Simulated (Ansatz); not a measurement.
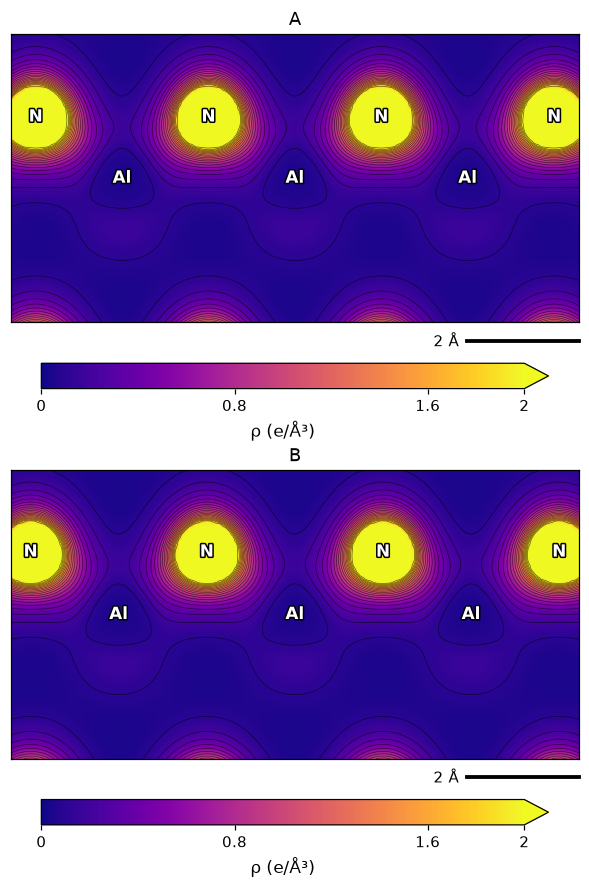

AlN. The valence electron density of two cells that differ in size, on the (11̄0) plane of each (indices in the axes of the calculation cell), at one length scale and on one colour scale; one has 10.4 and the other 11.0 Å³ an atom.

Theory: Kohn-Sham DFT of a periodic cell, B3LYP, Ansatz PAW (Ansatz 0.2.0).

In a PAW calculation such maps are meaningful between the atoms, not at the nuclei.

The larger cell:

```yaml
crystal:
  lattice:
    - [0.00000, 2.22683, 2.22683]
    - [2.22683, 0.00000, 2.22683]
    - [2.22683, 2.22683, 0.00000]
  atoms:
    - { symbol: Al, position: [0.00000, 0.00000, 0.00000] }
    - { symbol: N, position: [0.25000, 0.25000, 0.25000] }
```

The smaller cell: a = 3.089 Å, b = 3.089 Å, c = 3.089 Å, α = 60.00°, β = 60.00°, γ = 60.00°.

Q: Which panel shows the smaller cell, and what does the compression change?

A: Panel A is the smaller cell, by 6 % in volume. From the larger cell to the smaller, Al–N goes from 1.93 to 1.89 Å, and the density at its midpoint from 0.66 to 0.7 e/Å³; the pressure goes from −9 to 2.5 GPa; the Kohn–Sham gap goes from 5.6 eV to 5.9 eV.
